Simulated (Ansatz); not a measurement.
Read the following structure.

```
Si
1.0
    -2.41546    2.63215    0.00000
    -2.44855   -2.66255    0.00000
     2.43201    0.01520    4.58859
Si
4
Direct
  0.00000 0.00000 0.00000
  0.54057 0.45943 0.00000
  0.04471 0.50414 0.54885
  0.49586 0.95529 0.45115
```

**Work out the structure from the coordinates.**

The element is silicon. Strictly the space group is C2/m (No. 12, within 0.01 Å). It is a distorted form of a primitive hexagonal structure, space group P6/mmm (No. 191) within 0.60 Å: simple hexagonal. The cell holds four atoms.

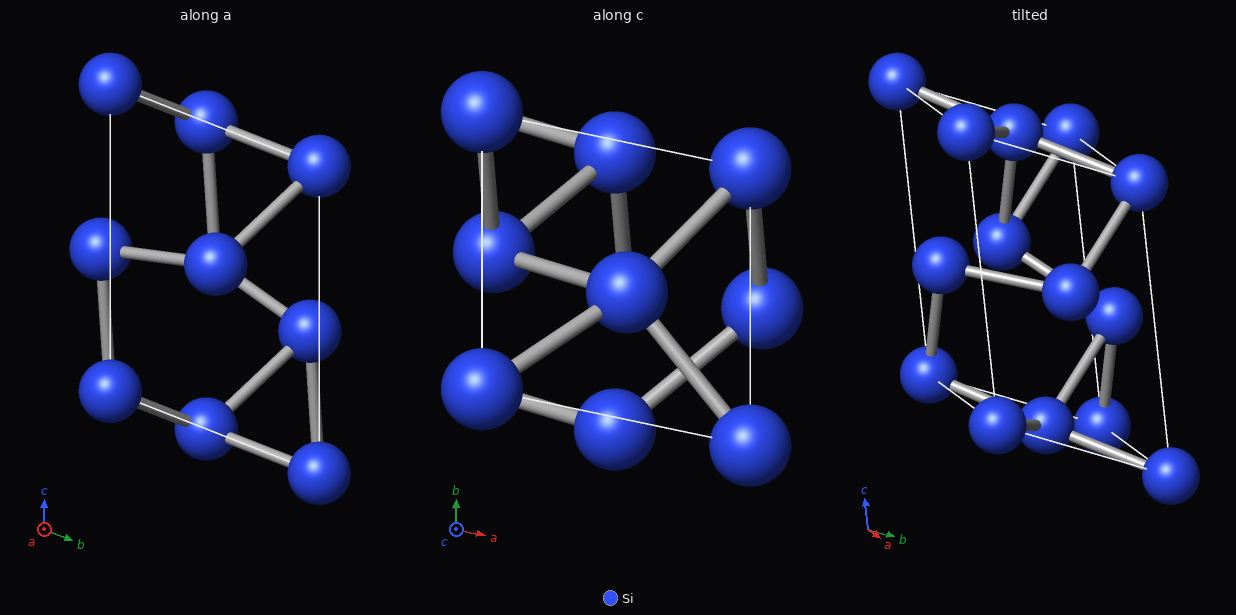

The crystal in a ball-and-stick representation, seen along the a axis, along the c axis and slightly off an axis. The lines enclose the unit cell; boundary atoms appear with their images. A few atoms beyond the faces are included.

The structure was taken from a structure listed in the Materials Project. The cell was then strained or its atoms displaced on purpose. It was the input of a calculation with Ansatz.
